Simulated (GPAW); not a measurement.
# ZnS (P6_3mc): refractive index against wavelength

The refractive index of ZnS (P6_3mc) along x below the direct gap (1.99 eV on the mesh) is read from one computed spectrum, n = √(Re ε). x, y and z are the Cartesian axes of the input cell.

It takes space group P6_3mc (No. 186, hexagonal). Conventional cell: a = 3.811 Å, b = 3.811 Å, c = 6.234 Å, α = 90.00°, β = 90.00°, γ = 120.00°. Zn on site b has 4 S at 2.31 to 2.40 Å as nearest neighbours. Around S on site b lie 4 Zn at 2.31 to 2.40 Å.

Method: GPAW 26.7.0, LDA, RPA, k-mesh 9×9×5, local fields up to 50 eV, Lorentzian half width 0.15 eV.

Launch of the response step: `OMP_NUM_THREADS=1 python df.py`. The run took 5.4 min, its band step included, on 1 thread of Arm Neoverse V2, with other jobs on the host.

```tsv
wavelength (nm)	photon energy E (eV)	n
3000	0.413	2.4437
2000	0.620	2.4525
1550	0.800	2.4634
1310	0.946	2.4749
1064	1.165	?
```

In the single-oscillator model n² − 1 = E₀E_d/(E₀² − E²), so 1/(n² − 1) = E₀/E_d − E²/(E₀E_d) is linear in E².

Working, on the rows shown:

| x = E² (eV²) | y = 1/(n² − 1) |
| --- | --- |
| 0.170801 | 0.20114 |
| 0.384302 | 0.199411 |
| 0.639837 | 0.197303 |
| 0.895757 | 0.195117 |

Means: x̄ = 0.52267, ȳ = 0.19824. Σ(x − x̄)(y − ȳ) = -0.002457, Σ(x − x̄)² = 0.2959. Slope = -0.002457 / 0.2959 = -0.008305; intercept = ȳ − slope · x̄ = 0.20258. Turned back into n, the line misses the rows shown by at most 0.00017.

Q: Predict the last column of the withheld row from the fit.

A: At x = 1.3578 the line gives y = 0.19131, that is 2.4954. The run gave 2.4971, so the extrapolation is off by 0.0017, 3 % of the range in the table.

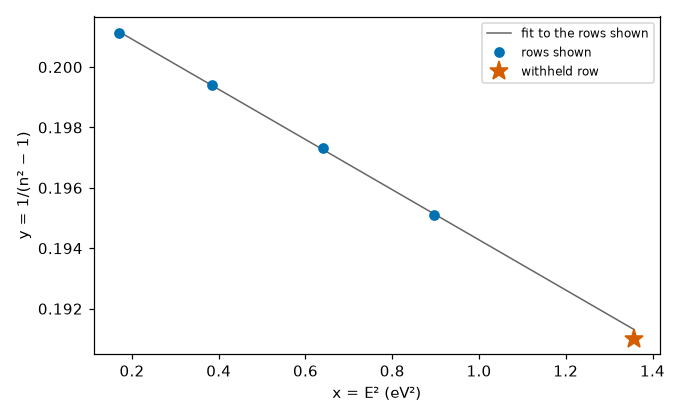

Refitted with all rows, the slope is -0.008542 and the intercept 0.20269. These give E₀ = √(intercept/−slope) = 4.87 eV and E_d = E₀/intercept = 24.0 eV; E₀ is 2.4 times the direct gap. The electronic limit at long wavelengths, without lattice vibrations, is n = √(1 + 1/intercept) = 2.436. The cell comes from an older database entry, whose edges can be off by a per cent or so. Excitons are left out; LDA gaps are as a rule too small. The values come from a sum over the points of one k-mesh and carry its error, which grows as the direct gap shrinks.

[Logs are printed without paths, hosts, clocks, repeated set-up lines and the standing remarks that a program may print on its own settings, such as how far it seeks lower states.]
